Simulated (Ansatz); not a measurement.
# Geometry relaxation of Rh (part 2 of 2)

Continued. System: Rh (I4₁/amd, 2 atoms in the cell). Method: DFT, PBE, PAW with Ansatz's default frozen-core files, scalar-relativistic, no spin polarisation (Ansatz 0.2.0); cutoff 420 eV, 18×18×18 k-mesh, Fermi–Dirac smearing of 0.08 eV. Its volume is 0.45 times that of the source entry. It belongs to a series of runs on one base structure; here: shape and atoms relaxed at 0.45 of the volume.

Geometry of the input (Å; fractional positions):
```
-1.8349  1.8349  1.0437
1.8349  -1.8349  1.0437
1.8349  1.8349  -1.0437
Rh -0.3750  -0.1250  -0.2500
Rh 0.3750  0.1250  0.2500
```

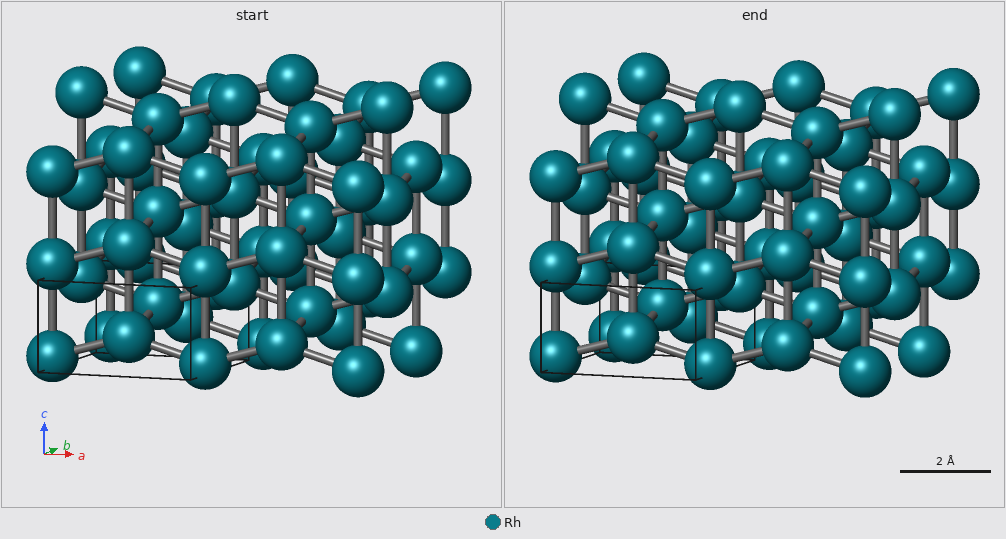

**Figure 1.** Before (left) and after (right) the relaxation, at one scale (ball-and-stick view of the cell 2 times as large as that of the calculation, set on its symmetry axes, repeated 2 × 2 × 3, seen slightly off an axis). No atom moves by more than 0.005 Å relative to the cell. The drawn cell changes at constant volume: a = b 3.670 → 3.717 Å (+1.3 %), c 2.087 → 2.035 Å (−2.5 %). Among the contacts that change: Rh1–Rh1 2.087 → 2.035 Å, Rh1–Rh2 1.908 → 1.927 Å. The space group stays I4_1/amd (No. 141). The energy falls by 0.176 eV per cell of the calculation in 3 geometry steps. All forces vanish by symmetry, so only the cell relaxes. Pressure: 1085.01 GPa at the start and 1078.67 GPa at the end. A last SCF at the same geometry on a re-selected plane-wave basis shifts the energy by −0.3 meV per cell of the calculation. (Atoms are counted from 1 in the order of the input.)

```
basis re-selected at this cell: Δ(F+E_penalty+E_count) = -2.742e-4 eV, ΔP = -0.063 GPa vs the last step (what re-selecting the basis moved, of the pressure what is left beyond the Pulay correction that the steps carried, after the strain that the cell walked since its last selection, with what the two solves' SCF thresholds leave and, on support functions, any second-order correction that the steps lacked; it is no measure of the basis error at this ecutwfc). This SCF's stress stands 1.30e-1 GPa from its target on what of the cell is left free (relax.cell.stress_tol is 6.40e-1 GPa) and its largest allowed force component is 1.39e-17 eV/Å (relax.f_tol is 5.00e-3 eV/Å): within both
SCF converged after 6 iterations
Free energy (F): -12777.062561 eV
Harris-Foulkes:  -12777.062561 eV  (|F-HF|=3.64e-12)
Internal energy: -12777.039086 eV  (E = F + TS)
E sigma→0 (E₀):  -12777.050823 eV
Entropy (-TS):   -0.023475 eV (-11.738 meV/atom)
Fermi energy:    49.406899 eV
--- Per-component energies (eV) ---
  E_band       = 611.284368
  E_kinetic    = 1254.987580
  E_local      = -1593.489462  (includes V_loc(G=0)·N_el)
  E_nonlocal   = 758.731571
  E_hartree    = 678.040950
  E_xc         = -468.135570
  E_vxc        = -590.431759  (∫ρ·V_xc dr)
  E_paw        = -7197.470633  (= ΣΔE_a)
  E_vpaw       = -574.597393  (= ΣTr[D̂ρ^β])
  E_aug_tail   = 0.001926  (compensation charges beyond the density's cutoff)
  E_ewald      = -6209.705447
  E_smearing   = -0.023475  (= −TS)
  E_closure    = 0.000000  (closes the sum)
  Σ components = -12777.062561   (vs F -12777.062561, Δ=0.00e0)
--- Forces (eV/Å), atoms counted from 1 ---
  atom   1  Rh     0.00000000    -0.00000000     0.00000000
  atom   2  Rh     0.00000000    -0.00000000     0.00000000
  max |Σ_I F_I| component: 8.33e-17 eV/Å
--- Stress (GPa, compression-positive) ---
     1078.739714       0.000000       0.000000
        0.000000    1078.739714       0.000000
       -0.000000       0.000000    1078.544539
  P = ⅓ Tr σ = 1078.6747 GPa (10786.747 kbar)
--- Band table (eV; the first three rows and the last of 480) ---
  k-point 0: bands = ["-34.4173", "-31.2646", "-3.7949", "-3.7949", "1.6431", "1.7234", "1.9429", "1.9429", "31.6368", "35.5218", "37.0817", "37.7215", "38.2496", "45.9028", "45.9028", "46.1489", "46.1489", "52.6938", "55.9716", "60.7640", "60.7640"]
  k-point 1: bands = ["-34.3947", "-31.2900", "-3.7638", "-3.7633", "1.5320", "1.7268", "1.8827", "2.0000", "31.7510", "35.6130", "37.1630", "37.6694", "38.2346", "45.9406", "46.0057", "46.2269", "46.2466", "52.5254", "55.3675", "60.5662", "61.3499"]
  k-point 2: bands = ["-34.3275", "-31.3653", "-3.6710", "-3.6686", "1.2940", "1.7060", "1.7372", "2.0786", "32.0905", "35.8844", "37.3210", "37.5258", "38.2808", "46.0449", "46.2976", "46.4550", "46.5172", "52.0398", "54.0608", "59.9781", "62.5853"]
  k-point 479: bands = ["-32.7957", "-32.7957", "-5.1316", "-5.1316", "1.6197", "1.6197", "2.7656", "2.7656", "37.2968", "37.2968", "39.6682", "39.6682", "44.7797", "44.7797", "46.2372", "46.2372", "47.4981", "47.4981", "50.2575", "50.2575", "66.8216"]
--- Relaxed structure (4 steps of the walk, 4 accepted, 1 SCFs on fresh bases) ---
  F+E_penalty+E_count = -12777.06256117 eV   max|allowed force component| = 1.388e-17 eV/Å   (the final SCF, on the basis selected at the relaxed cell)
  cell:  # Å, volume = 14.0560 Å³
    - [-1.8583664088378051, 1.8583664088378051, 1.0175123899875531]
    - [1.8583664088378051, -1.8583664088378051, 1.0175123899875531]
    - [1.8583664088378051, 1.8583664088378051, -1.0175123899875531]
  atoms:
    - { symbol: Rh, position: [-0.375, -0.125, -0.25] }
    - { symbol: Rh, position: [0.375, 0.125, 0.25] }
```

### File rho_z.tsv
```
# z_ang	rho[e/angstrom^3]
# format = ansatz-planar-average/11
# lattice	-1.858366409	1.858366409	1.017512390
# lattice	1.858366409	-1.858366409	1.017512390
# lattice	1.858366409	1.858366409	-1.017512390
# sites	2
# site	45	-0.000000000	-0.929183204	-0.254378097
# site	45	0.000000000	0.929183204	0.254378097
0.000000	1.665580e0
0.140911	1.811437e0
0.281822	2.193109e0
0.422734	2.654283e0
0.563645	3.021332e0
0.704556	3.163021e0
0.845467	3.021332e0
0.986378	2.654283e0
1.127289	2.193109e0
1.268201	1.811437e0
1.409112	1.665580e0
1.550023	1.811437e0
1.690934	2.193109e0
1.831845	2.654283e0
1.972756	3.021332e0
2.113668	3.163021e0
2.254579	3.021332e0
2.395490	2.654283e0
2.536401	2.193109e0
2.677312	1.811437e0
```

### File v_z.tsv
```
# z_ang	v_es[eV]	v_tot[eV]
# format = ansatz-planar-average/11
# xc	pbe
# density_cutoff_ev	1680
# datasets	Rh=:simpson_from_first_knot:soft
# lattice	-1.858366409	1.858366409	1.017512390
# lattice	1.858366409	-1.858366409	1.017512390
# lattice	1.858366409	1.858366409	-1.017512390
# sites	2
# site	45	-0.000000000	-0.929183204	-0.254378097
# site	45	0.000000000	0.929183204	0.254378097
0.000000	2.224093e1	4.831780e0
0.140911	2.143647e1	3.891670e0
0.281822	1.928391e1	1.362997e0
0.422734	1.661625e1	-1.796689e0
0.563645	1.458820e1	-4.223646e0
0.704556	1.387093e1	-5.088262e0
0.845467	1.458820e1	-4.223646e0
0.986378	1.661625e1	-1.796689e0
1.127289	1.928391e1	1.362997e0
1.268201	2.143647e1	3.891670e0
1.409112	2.224093e1	4.831780e0
1.550023	2.143647e1	3.891670e0
1.690934	1.928391e1	1.362997e0
1.831845	1.661625e1	-1.796689e0
1.972756	1.458820e1	-4.223646e0
2.113668	1.387093e1	-5.088262e0
2.254579	1.458820e1	-4.223646e0
2.395490	1.661625e1	-1.796689e0
2.536401	1.928391e1	1.362997e0
2.677312	2.143647e1	3.891670e0
```

### Trajectory as extended XYZ (Å, eV, eV/Å), 5 frames, from step=1 to step=5
```
2
Lattice="-1.8349 1.8349 1.0437 1.8349 -1.8349 1.0437 1.8349 1.8349 -1.0437" Properties=species:S:1:pos:R:3:forces:R:3 step=1 energy=-12776.88593 pressure_GPa=1085.01
Rh    0.0000   -0.9174   -0.2609    0.0000   0.0000   0.0000
Rh    0.0000    0.9174    0.2609    0.0000   0.0000   0.0000
2
Lattice="-1.8803 1.8803 0.9939 1.8803 -1.8803 0.9939 1.8803 1.8803 -0.9939" Properties=species:S:1:pos:R:3:forces:R:3 step=2 energy=-12776.90601 pressure_GPa=1080.21
Rh    0.0000   -0.9401   -0.2485    0.0000   0.0000   0.0000
Rh    0.0000    0.9401    0.2485    0.0000   0.0000   0.0000
2
Lattice="-1.8573 1.8573 1.0187 1.8573 -1.8573 1.0187 1.8573 1.8573 -1.0187" Properties=species:S:1:pos:R:3:forces:R:3 step=3 energy=-12777.06192 pressure_GPa=1078.84
Rh    0.0000   -0.9287   -0.2547    0.0000   0.0000   0.0000
Rh    0.0000    0.9287    0.2547    0.0000   0.0000   0.0000
2
Lattice="-1.8584 1.8584 1.0175 1.8584 -1.8584 1.0175 1.8584 1.8584 -1.0175" Properties=species:S:1:pos:R:3:forces:R:3 step=4 energy=-12777.06229 pressure_GPa=1078.74
Rh    0.0000   -0.9292   -0.2544    0.0000   0.0000   0.0000
Rh    0.0000    0.9292    0.2544    0.0000   0.0000   0.0000
2
Lattice="-1.8584 1.8584 1.0175 1.8584 -1.8584 1.0175 1.8584 1.8584 -1.0175" Properties=species:S:1:pos:R:3:forces:R:3 step=5 energy=-12777.06256 pressure_GPa=1078.67
Rh    0.0000   -0.9292   -0.2544    0.0000   0.0000   0.0000
Rh    0.0000    0.9292    0.2544    0.0000   0.0000   0.0000
```

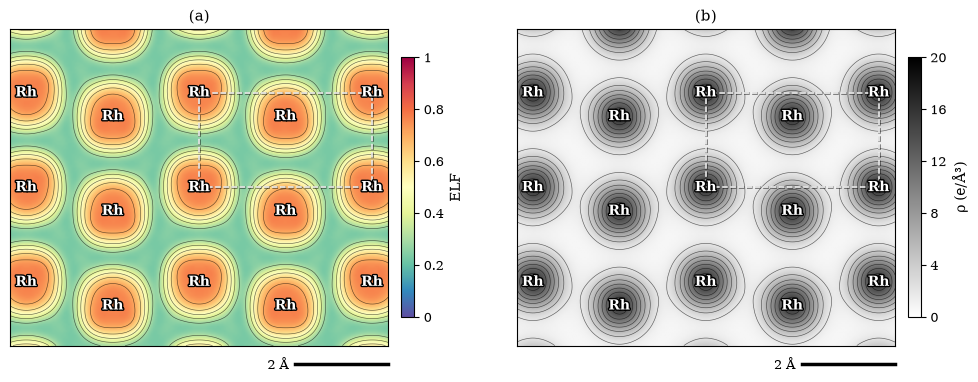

**Figure 2.** (a) electron localisation function; (b) valence electron density on the (010) plane of the conventional cell. Atoms in the plane: Rh. Rh–Rh (1.93 Å): ρ at the midpoint is about 1.7 e/Å³; the ELF is about 0.25 at the midpoint (no localised pair between them). Rh–Rh (2.04 Å): ρ is about 1.3 e/Å³ halfway; the ELF is about 0.25 at the midpoint (no shared electron pair). Away from the nuclei the density in this plane falls to 0.72 e/Å³ at its lowest. The strong features right at Rh lie inside the PAW spheres (semicore, d or f shells) and say nothing about bonding. In a PAW calculation such maps are meaningful between the atoms, not at the nuclei.

### Results in brief

```json
{"quantity": "outcome", "value": "converged"}
{"quantity": "space group (tolerance 0.01 Å)", "value": "I4₁/amd (141)"}
{"quantity": "electrons treated", "value": "34"}
{"quantity": "free energy", "value": "−12777.0626 eV"}
{"quantity": "Fermi energy", "value": "49.407 eV"}
{"quantity": "pressure", "value": "1078.67 GPa"}
{"quantity": "final volume", "value": "14.06 Å³"}
{"quantity": "largest force (length of the vector) at the end", "value": "under 0.001 eV/Å"}
{"quantity": "final cell", "value": "a = 2.818 Å, b = 2.818 Å, c = 2.818 Å, α = 97.49°, β = 97.49°, γ = 137.67°"}
{"quantity": "hardware", "value": "1 thread of Arm Neoverse V1, 24 GiB of memory available, shared host"}
{"quantity": "wall time", "value": "49 s"}
{"quantity": "peak memory", "value": "0.42 GiB"}
```

### Notes

The cell is under a pressure of 1079 GPa at this level, so it is not at its equilibrium volume.
